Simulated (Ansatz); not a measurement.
# Geometry relaxation, with input and output: C8O7 (charge +2) (part 4 of 4)

Continued. System: C8O7 (defect cell, 15 atoms in the cell, total charge +2). Method: DFT PBEsol, scalar-relativistic, plane waves, PAW (Ansatz 0.2.0); cutoff 420 eV, 4×4×4 k-mesh, Gaussian smearing of 0.05 eV. The structure derives from an entry of the Crystallography Open Database. The run did not end well. It belongs to a series of runs on one base structure; here: O vacancy after atom 12 has jumped, atoms relaxed.

Geometry of the input (Å; fractional positions):
```
-5.9526  5.9526  0.0000
0.0000  5.9526  -5.9526
-5.9526  0.0000  -5.9526
C  0.9823  0.9823  0.0530
C  0.4823  0.4823  0.5530
C  0.4823  0.5530  0.9823
C  0.9823  0.0530  0.4823
C  0.5530  0.9823  0.9823
C  0.0530  0.4823  0.4823
C  0.9823  0.4823  0.9823
C  0.4823  0.9823  0.4823
O  0.0373  0.0373  0.8882
O  0.0373  0.8882  0.5373
O  0.5373  0.3882  0.0373
O  0.5373  0.5373  0.3882
O  0.3882  0.0373  0.0373
O  0.5373  0.0373  0.5373
O  0.0373  0.5373  0.0373
```

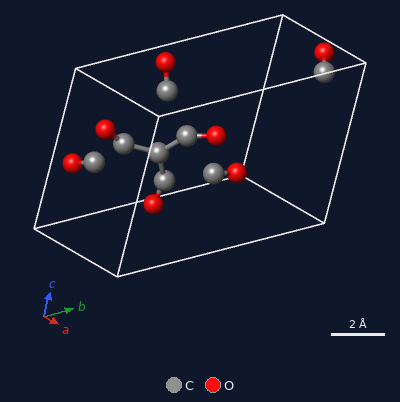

Figure 1. The geometry at step 27 of the log (ball-and-stick view of the cell of the calculation, seen slightly off an axis).

## Trajectory as extended XYZ, continued
```
15
Lattice="-5.9526 5.9526 0.0000 0.0000 5.9526 -5.9526 -5.9526 0.0000 -5.9526" Properties=species:S:1:pos:R:3:forces:R:3 step=20 energy=-5879.60484
C    -7.5704   11.1901   -5.4805    0.2508   0.0920  -0.2036
C    -4.8100    5.1952   -5.5943   -0.4849   0.4942  -0.6920
C    -9.2873    4.8100   -9.6864    0.6920   0.4849   0.4942
C    -9.4011    7.5704   -3.6915    0.2036  -0.2508   0.0920
C    -9.3131    9.3131  -11.5212   -0.0616   0.0616   0.0616
C    -4.3268    4.3268   -4.6022   -0.4101   0.4101   0.4101
C   -11.1901    9.4011   -7.3112   -0.0920  -0.2036  -0.2508
C    -5.1952    9.2873  -10.0716   -0.4942  -0.6920   0.4849
O    -6.5915   -0.5769   -6.0268   -0.3129  -0.0500   0.1684
O    -2.9022    6.5915   -9.5058   -0.1684   0.3129  -0.0500
O    -2.7520    5.1885   -2.8278   -0.4727  -0.5877  -0.6832
O    -5.1885    6.1012   -6.1769    0.5877  -0.6832   0.4727
O    -2.7044    2.7044   -0.2719    0.0310  -0.0310  -0.0310
O    -6.1012    2.7520   -3.7404    0.6832   0.4727  -0.5877
O     0.5769    2.9022   -2.3375    0.0500   0.1684   0.3129
15
Lattice="-5.9526 5.9526 0.0000 0.0000 5.9526 -5.9526 -5.9526 0.0000 -5.9526" Properties=species:S:1:pos:R:3:forces:R:3 step=21 energy=-5879.73317
C    -7.6663   11.2169   -5.5462   -0.2201   0.0212   0.1255
C    -4.7548    5.2098   -5.6212   -0.6149   1.1389  -0.9430
C    -9.2604    4.7548   -9.6718    0.9430   0.6149   1.1389
C    -9.3354    7.6663   -3.6647   -0.1255   0.2201   0.0212
C    -9.3793    9.3793  -11.4550   -0.0464   0.0464   0.0464
C    -4.3895    4.3895   -4.5395   -0.0649   0.0649   0.0649
C   -11.2169    9.3354   -7.2153   -0.0212   0.1255   0.2201
C    -5.2098    9.2604  -10.1268   -1.1389  -0.9430   0.6149
O    -6.6638   -0.5583   -6.0392    0.1680   0.0278  -0.1178
O    -2.8898    6.6638   -9.4873    0.1178  -0.1680   0.0278
O    -2.6428    5.0282   -2.8211   -1.0499  -0.6690  -1.3955
O    -5.0282    6.1079   -6.2862    0.6690  -1.3955   1.0499
O    -2.7704    2.7704   -0.2059    0.0164  -0.0164  -0.0164
O    -6.1079    2.6428   -3.9008    1.3955   1.0499  -0.6690
O     0.5583    2.8898   -2.2652   -0.0278  -0.1178  -0.1680
15
Lattice="-5.9526 5.9526 0.0000 0.0000 5.9526 -5.9526 -5.9526 0.0000 -5.9526" Properties=species:S:1:pos:R:3:forces:R:3 step=22 energy=-5879.87830
C    -7.6507   11.2753   -5.5186    0.0186   0.0664  -0.0725
C    -4.6929    5.1819   -5.6556   -0.0738  -0.0262  -0.1244
C    -9.2260    4.6929   -9.6998    0.1244   0.0738  -0.0262
C    -9.3630    7.6507   -3.6063    0.0725  -0.0186   0.0664
C    -9.4807    9.4807  -11.3536   -0.0474   0.0474   0.0474
C    -4.3746    4.3746   -4.5543    0.0406  -0.0406  -0.0406
C   -11.2753    9.3630   -7.2309   -0.0664  -0.0725  -0.0186
C    -5.1819    9.2260  -10.1887    0.0262  -0.1244   0.0738
O    -6.6972   -0.4248   -6.0836   -0.1109  -0.0290   0.0749
O    -2.8453    6.6972   -9.3537   -0.0749   0.1109  -0.0290
O    -2.6025    4.8335   -2.8429   -0.0529  -0.1004   0.0051
O    -4.8335    6.0861   -6.3264    0.1004   0.0051   0.0529
O    -2.8719    2.8719   -0.1044    0.0175  -0.0175  -0.0175
O    -6.0861    2.6025   -4.0955   -0.0051   0.0529  -0.1004
O     0.4248    2.8453   -2.2318    0.0290   0.0749   0.1109
15
Lattice="-5.9526 5.9526 0.0000 0.0000 5.9526 -5.9526 -5.9526 0.0000 -5.9526" Properties=species:S:1:pos:R:3:forces:R:3 step=23 energy=-5879.93445
C    -7.7259   11.3400   -5.5290    0.2687   0.1033  -0.0539
C    -4.5895    5.1396   -5.7154   -0.1022  -0.1739  -0.0260
C    -9.1663    4.5895   -9.7420    0.0260   0.1022  -0.1739
C    -9.3526    7.7259   -3.5416    0.0539  -0.2687   0.1033
C    -9.5868    9.5868  -11.2475   -0.0233   0.0233   0.0233
C    -4.3099    4.3099   -4.6191   -0.0075   0.0075   0.0075
C   -11.3400    9.3526   -7.1557   -0.1033  -0.0539  -0.2687
C    -5.1396    9.1663  -10.2921    0.1739  -0.0260   0.1022
O    -6.8110   -0.3085   -6.1367   -0.2230  -0.0623   0.1580
O    -2.7923    6.8110   -9.2375   -0.1580   0.2230  -0.0623
O    -2.5614    4.6446   -2.8615    0.0564  -0.0097   0.0293
O    -4.6446    6.0675   -6.3675    0.0097   0.0293  -0.0564
O    -2.9780    2.9780    0.0017   -0.0046   0.0046   0.0046
O    -6.0675    2.5614   -4.2844   -0.0293  -0.0564  -0.0097
O     0.3085    2.7923   -2.1180    0.0623   0.1580   0.2230
15
Lattice="-5.9526 5.9526 0.0000 0.0000 5.9526 -5.9526 -5.9526 0.0000 -5.9526" Properties=species:S:1:pos:R:3:forces:R:3 step=24 energy=-5879.98884
C    -7.6977   11.4354   -5.4793    0.1992   0.0348  -0.2400
C    -4.5500    5.0620   -5.7855   -0.2383  -0.0730  -0.3169
C    -9.0961    4.5500   -9.8196    0.3169   0.2383  -0.0730
C    -9.4023    7.6977   -3.4462    0.2400  -0.1992   0.0348
C    -9.6994    9.6994  -11.1349    0.0273  -0.0273  -0.0273
C    -4.2498    4.2498   -4.6792    0.0281  -0.0281  -0.0281
C   -11.4354    9.4023   -7.1839   -0.0348  -0.2400  -0.1992
C    -5.0620    9.0961  -10.3316    0.0730  -0.3169   0.2383
O    -6.8056   -0.1996   -6.1150   -0.2615  -0.0523   0.2510
O    -2.8140    6.8056   -9.1285   -0.2510   0.2615  -0.0523
O    -2.4833    4.5807   -2.9395   -0.1837  -0.1044   0.0254
O    -4.5807    5.9894   -6.4456    0.1044   0.0254   0.1837
O    -3.0905    3.0905    0.1142   -0.0465   0.0465   0.0465
O    -5.9894    2.4833   -4.3482   -0.0254   0.1837  -0.1044
O     0.1996    2.8140   -2.1233    0.0523   0.2510   0.2615
15
Lattice="-5.9526 5.9526 0.0000 0.0000 5.9526 -5.9526 -5.9526 0.0000 -5.9526" Properties=species:S:1:pos:R:3:forces:R:3 step=25 energy=-5880.05270
C    -7.7073   11.4833   -5.4666    0.7529   0.2655  -0.5093
C    -4.5023    4.9760   -5.8652   -0.2812  -0.1885  -0.3457
C    -9.0164    4.5023   -9.9056    0.3457   0.2812  -0.1885
C    -9.4150    7.7073   -3.3983    0.5093  -0.7529   0.2655
C    -9.8134    9.8134  -11.0209    0.0512  -0.0512  -0.0512
C    -4.1670    4.1670   -4.7619   -0.0458   0.0458   0.0458
C   -11.4833    9.4150   -7.1744   -0.2655  -0.5093  -0.7529
C    -4.9760    9.0164  -10.3793    0.1885  -0.3457   0.2812
O    -6.7959   -0.0642   -6.0377   -0.8288  -0.3088   0.5505
O    -2.8912    6.7959   -8.9931   -0.5505   0.8288  -0.3088
O    -2.4207    4.5077   -3.0090   -0.2363  -0.1237   0.0112
O    -4.5077    5.9200   -6.5082    0.1237   0.0112   0.2363
O    -3.2047    3.2047    0.2284   -0.0608   0.0608   0.0608
O    -5.9200    2.4207   -4.4213   -0.0112   0.2363  -0.1237
O     0.0642    2.8912   -2.1330    0.3088   0.5505   0.8288
15
Lattice="-5.9526 5.9526 0.0000 0.0000 5.9526 -5.9526 -5.9526 0.0000 -5.9526" Properties=species:S:1:pos:R:3:forces:R:3 step=26 energy=-5880.16669
C    -7.7603   11.5112   -5.4272    0.8440   0.3551  -0.5739
C    -4.4611    4.8621   -5.9564   -0.5564  -0.3803  -0.5236
C    -8.9252    4.4611  -10.0195    0.5236   0.5564  -0.3803
C    -9.4544    7.7603   -3.3704    0.5739  -0.8440   0.3551
C    -9.9261    9.9261  -10.9081    0.0563  -0.0563  -0.0563
C    -4.0764    4.0764   -4.8526   -0.1087   0.1087   0.1087
C   -11.5112    9.4544   -7.1213   -0.3551  -0.5739  -0.8440
C    -4.8621    8.9252  -10.4205    0.3803  -0.5236   0.5564
O    -6.8457    0.0224   -5.9518   -0.9480  -0.4186   0.5702
O    -2.9772    6.8457   -8.9066   -0.5702   0.9480  -0.4186
O    -2.3480    4.4442   -3.1044   -0.2403  -0.2716   0.2316
O    -4.4442    5.8246   -6.5810    0.2716   0.2316   0.2403
O    -3.3180    3.3180    0.3417   -0.0576   0.0576   0.0576
O    -5.8246    2.3480   -4.4848   -0.2316   0.2403  -0.2716
O    -0.0224    2.9772   -2.0833    0.4186   0.5702   0.9480
15
Lattice="-5.9526 5.9526 0.0000 0.0000 5.9526 -5.9526 -5.9526 0.0000 -5.9526" Properties=species:S:1:pos:R:3:forces:R:3 step=27 energy=-5880.32373
C    -7.7932   11.5610   -5.4106    0.6304   0.1975  -0.3720
C    -4.4326    4.7679   -6.0445   -0.5019  -0.4730  -0.2773
C    -8.8371    4.4326  -10.1137    0.2773   0.5019  -0.4730
C    -9.4710    7.7932   -3.3207    0.3720  -0.6304   0.1975
C   -10.0379   10.0379  -10.7963    0.0498  -0.0498  -0.0498
C    -4.0048    4.0048   -4.9242   -0.1198   0.1198   0.1198
C   -11.5610    9.4710   -7.0884   -0.1975  -0.3720  -0.6304
C    -4.7679    8.8371  -10.4490    0.4730  -0.2773   0.5019
O    -6.8992    0.1226   -5.9238   -0.8470  -0.4272   0.4809
O    -3.0052    6.8992   -8.8063   -0.4809   0.8470  -0.4272
O    -2.2828    4.3586   -3.1763   -0.3207  -0.2313  -0.0510
O    -4.3586    5.7526   -6.6461    0.2313  -0.0510   0.3207
O    -3.4304    3.4304    0.4540   -0.0446   0.0446   0.0446
O    -5.7526    2.2828   -4.5704    0.0510   0.3207  -0.2313
O    -0.1226    3.0052   -2.0297    0.4272   0.4809   0.8470
15
Lattice="-5.9526 5.9526 0.0000 0.0000 5.9526 -5.9526 -5.9526 0.0000 -5.9526" Properties=species:S:1:pos:R:3:forces:R:3 step=28 energy=-5880.72407
C    -7.8941   11.5543   -5.3724    0.2669  -0.0669  -0.1450
C    -4.4202    4.6173   -6.1270   -0.8680  -0.3930  -0.5865
C    -8.7546    4.4202  -10.2643    0.5865   0.8680  -0.3930
C    -9.5092    7.8941   -3.3273    0.1450  -0.2669  -0.0669
C   -10.1506   10.1506  -10.6836    0.0072  -0.0072  -0.0072
C    -3.9279    3.9279   -5.0010   -0.0769   0.0769   0.0769
C   -11.5543    9.5092   -6.9875    0.0669  -0.1450  -0.2669
C    -4.6173    8.7546  -10.4614    0.3930  -0.5865   0.8680
O    -7.0267    0.1715   -5.8686   -0.5710  -0.2999   0.3483
O    -3.0603    7.0267   -8.7575   -0.3483   0.5710  -0.2999
O    -2.2293    4.2684   -3.3004   -0.0519  -0.2905   0.1431
O    -4.2684    5.6285   -6.6996    0.2905   0.1431   0.0519
O    -3.5438    3.5438    0.5675    0.0040  -0.0040  -0.0040
O    -5.6285    2.2293   -4.6606   -0.1431   0.0519  -0.2905
O    -0.1715    3.0603   -1.9022    0.2999   0.3483   0.5710
15
Lattice="-5.9526 5.9526 0.0000 0.0000 5.9526 -5.9526 -5.9526 0.0000 -5.9526" Properties=species:S:1:pos:R:3:forces:R:3 step=29 energy=-5881.09483
C    -8.0191   11.5410   -5.3241    0.8344   0.1468  -0.3625
C    -4.4378    4.4832   -6.2272   -0.0724  -0.6565   1.0972
C    -8.6544    4.4378  -10.3985   -1.0972   0.0724  -0.6565
C    -9.5575    8.0191   -3.3406    0.3625  -0.8344   0.1468
C   -10.2544   10.2544  -10.5798   -0.0414   0.0414   0.0414
C    -3.8740    3.8740   -5.0549    0.0198  -0.0198  -0.0198
C   -11.5410    9.5575   -6.8625   -0.1468  -0.3625  -0.8344
C    -4.4832    8.6544  -10.4438    0.6565   1.0972   0.0724
O    -7.1849    0.2071   -5.8263   -0.6492  -0.2177   0.3547
O    -3.1027    7.1849   -8.7219   -0.3547   0.6492  -0.2177
O    -2.1234    4.1715   -3.4313    0.2273  -0.1937   0.2058
O    -4.1715    5.4977   -6.8056    0.1937   0.2058  -0.2273
O    -3.6483    3.6483    0.6719    0.0571  -0.0571  -0.0571
O    -5.4977    2.1234   -4.7575   -0.2058  -0.2273  -0.1937
O    -0.2071    3.1027   -1.7441    0.2177   0.3547   0.6492
15
Lattice="-5.9526 5.9526 0.0000 0.0000 5.9526 -5.9526 -5.9526 0.0000 -5.9526" Properties=species:S:1:pos:R:3:forces:R:3 step=30 energy=-5881.08665 accepted=F
C    -8.0773   11.5512   -5.3120    0.5615   0.0591  -0.4780
C    -4.4371    4.4324   -6.1900   -0.3230   1.0084  -1.0669
C    -8.6916    4.4371  -10.4492    1.0669   0.3230   1.0084
C    -9.5696    8.0773   -3.3304    0.4780  -0.5615   0.0591
C   -10.2336   10.2336  -10.6007   -0.0399   0.0399   0.0399
C    -3.8708    3.8708   -5.0582   -0.1028   0.1028   0.1028
C   -11.5512    9.5696   -6.8043   -0.0591  -0.4780  -0.5615
C    -4.4324    8.6916  -10.4445   -1.0084  -1.0669   0.3230
O    -7.2546    0.2383   -5.8042   -0.3881  -0.0257   0.2943
O    -3.1247    7.2546   -8.6906   -0.2943   0.3881  -0.0257
O    -2.1282    4.0924   -3.5011   -0.1617   0.1323  -0.3273
O    -4.0924    5.4279   -6.8007   -0.1323  -0.3273   0.1617
O    -3.6271    3.6271    0.6508    0.0513  -0.0513  -0.0513
O    -5.4279    2.1282   -4.8365    0.3273   0.1617   0.1323
O    -0.2383    3.1247   -1.6744    0.0257   0.2943   0.3881
15
Lattice="-5.9526 5.9526 0.0000 0.0000 5.9526 -5.9526 -5.9526 0.0000 -5.9526" Properties=species:S:1:pos:R:3:forces:R:3 step=31 energy=-5881.17534
C    -8.0207   11.5465   -5.3273    0.0359  -0.2545  -0.0275
C    -4.4560    4.4686   -6.2000    0.0263   0.0772  -0.1272
C    -8.6816    4.4560  -10.4130    0.1272  -0.0263   0.0772
C    -9.5543    8.0207   -3.3351    0.0275  -0.0359  -0.2545
C   -10.2506   10.2506  -10.5837    0.0330  -0.0330  -0.0330
C    -3.8875    3.8875   -5.0414   -0.1514   0.1514   0.1514
C   -11.5465    9.5543   -6.8609    0.2545  -0.0275  -0.0359
C    -4.4686    8.6816  -10.4256   -0.0772  -0.1272  -0.0263
O    -7.2015    0.2276   -5.8227   -0.0742   0.1180   0.0601
O    -3.1063    7.2015   -8.7013   -0.0601   0.0742   0.1180
O    -2.1164    4.1357   -3.4692   -0.1072   0.0798  -0.1819
O    -4.1357    5.4598   -6.8126   -0.0798  -0.1819   0.1072
O    -3.6437    3.6437    0.6673   -0.0181   0.0181   0.0181
O    -5.4598    2.1164   -4.7932    0.1819   0.1072   0.0798
O    -0.2276    3.1063   -1.7274   -0.1180   0.0601   0.0742
15
Lattice="-5.9526 5.9526 0.0000 0.0000 5.9526 -5.9526 -5.9526 0.0000 -5.9526" Properties=species:S:1:pos:R:3:forces:R:3 step=32 energy=-5881.19750
C    -8.0191   11.5386   -5.3073    0.0763  -0.1491  -0.0963
C    -4.4352    4.4634   -6.2087   -0.0857   0.0926  -0.1170
C    -8.6729    4.4352  -10.4182    0.1170   0.0857   0.0926
C    -9.5743    8.0191   -3.3430    0.0963  -0.0763  -0.1491
C   -10.2351   10.2351  -10.5991    0.0245  -0.0245  -0.0245
C    -3.8864    3.8864   -5.0426   -0.0570   0.0570   0.0570
C   -11.5386    9.5743   -6.8625    0.1491  -0.0963  -0.0763
C    -4.4634    8.6729  -10.4464   -0.0926  -0.1170   0.0857
O    -7.2214    0.2677   -5.7783   -0.1007   0.0476   0.0803
O    -3.1507    7.2214   -8.6612   -0.0803   0.1007   0.0476
O    -2.1101    4.1018   -3.4773   -0.0507   0.0385  -0.1019
O    -4.1018    5.4517   -6.8189   -0.0385  -0.1019   0.0507
O    -3.6283    3.6283    0.6519   -0.0115   0.0115   0.0115
O    -5.4517    2.1101   -4.8271    0.1019   0.0507   0.0385
O    -0.2677    3.1507   -1.7075   -0.0476   0.0803   0.1007
15
Lattice="-5.9526 5.9526 0.0000 0.0000 5.9526 -5.9526 -5.9526 0.0000 -5.9526" Properties=species:S:1:pos:R:3:forces:R:3 step=33 energy=-5881.22315
C    -8.0484   11.5536   -5.3223    0.4861   0.4379  -0.3673
C    -4.4437    4.4391   -6.2167   -0.0396   0.0601   0.0085
C    -8.6649    4.4437  -10.4425   -0.0085   0.0396   0.0601
C    -9.5593    8.0484   -3.3280    0.3673  -0.4861   0.4379
C   -10.1497   10.1497  -10.6845   -0.0547   0.0547   0.0547
C    -3.8888    3.8888   -5.0401    0.0286  -0.0286  -0.0286
C   -11.5536    9.5593   -6.8332   -0.4379  -0.3673  -0.4861
C    -4.4391    8.6649  -10.4379   -0.0601   0.0085   0.0396
O    -7.3059    0.3731   -5.7639   -0.4745  -0.4149   0.3106
O    -3.1651    7.3059   -8.5559   -0.3106   0.4745  -0.4149
O    -2.0871    4.1141   -3.5081    0.0138   0.0096  -0.0235
O    -4.1141    5.4208   -6.8419   -0.0096  -0.0235  -0.0138
O    -3.5431    3.5431    0.5668    0.0614  -0.0614  -0.0614
O    -5.4208    2.0871   -4.8148    0.0235  -0.0138   0.0096
O    -0.3731    3.1651   -1.6231    0.4149   0.3106   0.4745
15
Lattice="-5.9526 5.9526 0.0000 0.0000 5.9526 -5.9526 -5.9526 0.0000 -5.9526" Properties=species:S:1:pos:R:3:forces:R:3 step=34 energy=-5881.24000
C    -8.0806   11.5832   -5.3527    0.2847   0.2994  -0.2542
C    -4.4606    4.4124   -6.2220   -0.0523   0.0411   0.1351
C    -8.6596    4.4606  -10.4692   -0.1351   0.0523   0.0411
C    -9.5289    8.0806   -3.2984    0.2542  -0.2847   0.2994
C   -10.0856   10.0856  -10.7487   -0.0182   0.0182   0.0182
C    -3.8876    3.8876   -5.0413    0.1017  -0.1017  -0.1017
C   -11.5832    9.5289   -6.8011   -0.2994  -0.2542  -0.2847
C    -4.4124    8.6596  -10.4210   -0.0411   0.1351   0.0523
O    -7.3769    0.4446   -5.7802   -0.2485  -0.2416   0.1872
O    -3.1487    7.3769   -8.4844   -0.1872   0.2485  -0.2416
O    -2.0670    4.1524   -3.5384    0.0913  -0.0323   0.0454
O    -4.1524    5.3906   -6.8619    0.0323   0.0454  -0.0913
O    -3.4783    3.4783    0.5020    0.0212  -0.0212  -0.0212
O    -5.3906    2.0670   -4.7766   -0.0454  -0.0913  -0.0323
O    -0.4446    3.1487   -1.5521    0.2416   0.1872   0.2485
```

## Outcome

| quantity | value |
| --- | --- |
| outcome | stopped at the time limit |
| wall time | 6.4 min (CPU time 25 min) |
| peak memory | 0.91 GiB |

## What went wrong

The run was cut off by its time limit, so the output is incomplete. Warnings of the run: the SCF threshold is looser than advised for the printed stress.
